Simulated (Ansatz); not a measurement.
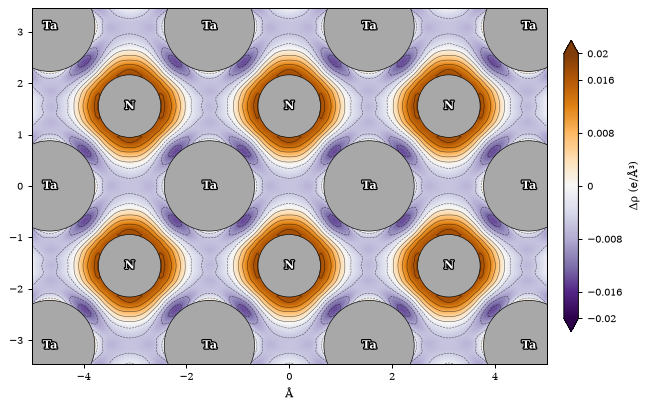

TaN. Difference of the valence pseudo-densities of two functionals at the same geometry, on the (110) plane of the calculation cell: r2SCAN less PBE.

Both computed with Ansatz (plane waves, PAW), on the same k-point mesh. Grey discs cover the atomic cores.

```cif
data_structure
_symmetry_space_group_name_H-M 'P 1'
_symmetry_Int_Tables_number 1
_cell_length_a 3.1063
_cell_length_b 3.1063
_cell_length_c 3.1063
_cell_angle_alpha 60.000
_cell_angle_beta 60.000
_cell_angle_gamma 60.000
_cell_volume 21.19
loop_
_atom_site_label
_atom_site_type_symbol
_atom_site_fract_x
_atom_site_fract_y
_atom_site_fract_z
_atom_site_occupancy
Ta1 Ta 0.50000 0.50000 0.50000 1
N1 N 0.00000 0.00000 0.00000 1
```

> What does the difference map show?

Against PBE, r2SCAN gives less density around Ta (−0.006 e/Å³ on average at 1.2 Å from the nucleus), more density around N (+0.014 e/Å³ on average at 0.8 Å from the nucleus) and a change of −0.009 e/Å³ at the midpoint of Ta–N and −0.006 e/Å³ at the midpoint of Ta–Ta.
